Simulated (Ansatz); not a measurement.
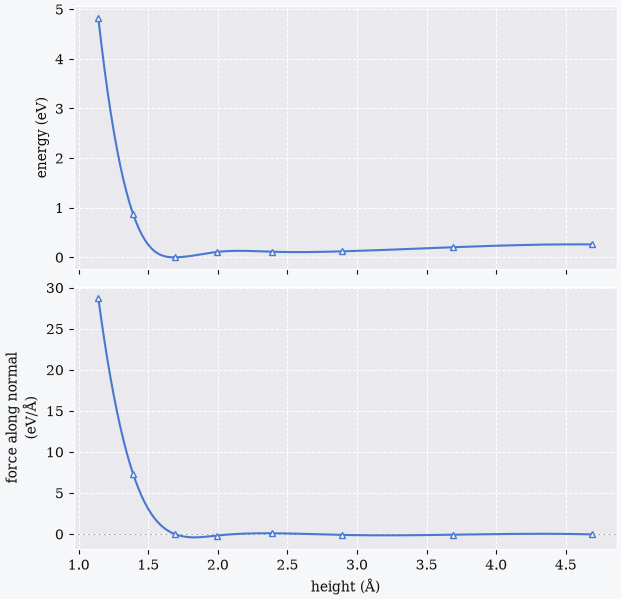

The picture above shows the energy and force along normal against height for F lifted off a slab of content C₆.

Structure:
```
CELL_PARAMETERS angstrom
2.49880 0.00000 0.00000
-1.24940 2.16400 0.00000
0.00000 0.00000 23.68350
ATOMIC_POSITIONS crystal
C 0.66667 0.33333 0.35890
C 0.33333 0.66667 0.38097
C 0.33333 0.66667 0.44674
C 0.66667 0.33333 0.46072
C 0.66667 0.33333 0.59259
C 0.33333 0.66667 0.59278
F 0.33333 0.66667 0.66420
```

Calculation (Ansatz 0.2.0): energy and normal force of an adatom against its height over the highest atom of the given rigid slab, above the lowest point of a coarse grid of places, energies count from that point, plane waves with PAW datasets, Γ-centred k mesh. Level: PBEsol, collinear spin.

```
       setting             value
   wave cutoff            420 eV
        k mesh           12×12×1
   occupations          Gaussian
smearing width           0.05 eV
      boundary  dipole corrected
     adsorbate                 F
```

### Where is the energy lowest, and are there other minima?

The lowest computed point is at height 1.691 Å (0.000 eV), and no other minimum shows.

### How does the force along normal vary with height?

It goes from 28.7 eV/Å at height 1.141 Å to 0.0 eV/Å at 4.691 Å, not monotonically, with a low of −0.2 eV/Å at 1.991 Å, and changes sign near 1.7 Å, 2.2 Å and 2.6 Å.

Limits of the calculation: atoms far too close; in this field the vacuum level falls below the Fermi level; xc potential rough in thin density.
